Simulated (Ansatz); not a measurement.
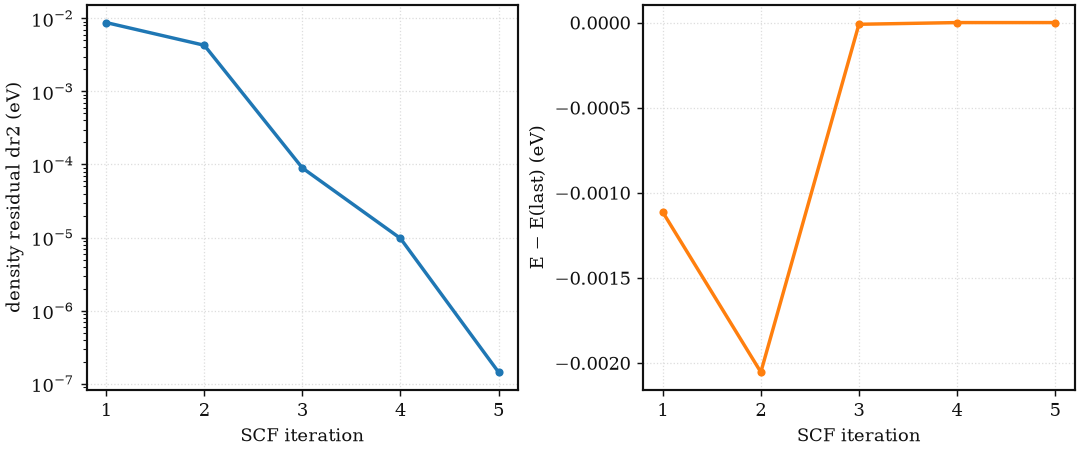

The plot shows the SCF iterations of a calculation: density residual dr2, Harris–Foulkes energy less its last value. The starting density is a sum of atomic densities corrected by a trained network.

PtSe₂ (3 atoms in the cell), run with Ansatz.

```
crystal:
  lattice:
    - [3.7607249071, 0.0, 0.0]
    - [-1.8803624535, 3.2568833062, 0.0]
    - [0.0, 0.0, 4.7174110008]
  atoms:
    - { symbol: Pt, position: [0.0, 0.0, 0.0] }
    - { symbol: Se, position: [0.3333333333, 0.6666666667, 0.2606754608] }
    - { symbol: Se, position: [0.6666666667, 0.3333333333, 0.7393245392] }
  symmetry: { detect: false }
basis:
  ecutwfc: 420
kpoints:
  mp_grid: { grid: [12, 12, 10] }
hamiltonian:
  xc: pbesol
scf:
  occupations: { method: gaussian, width: 0.15 }
output:
  forces: true
  eigenvalues: true
  stress: true
```

Run as:
```bash
ansatz run input.yaml --threads 1 --pin off --max-ram 2560MiB --backend cpu --events-out ev --progress --plain --runs-dir out
```

Question: Did the calculation converge?

Answer: It was still iterating, at step 5, when the time limit ended it. The residual goes from 9 × 10⁻³ at the first step to 1.4 × 10⁻⁷ at the last.

Question: Read the residual at the first and at the last step drawn.

Answer: It starts near 9 × 10⁻³ and ends near 10⁻⁷ eV.
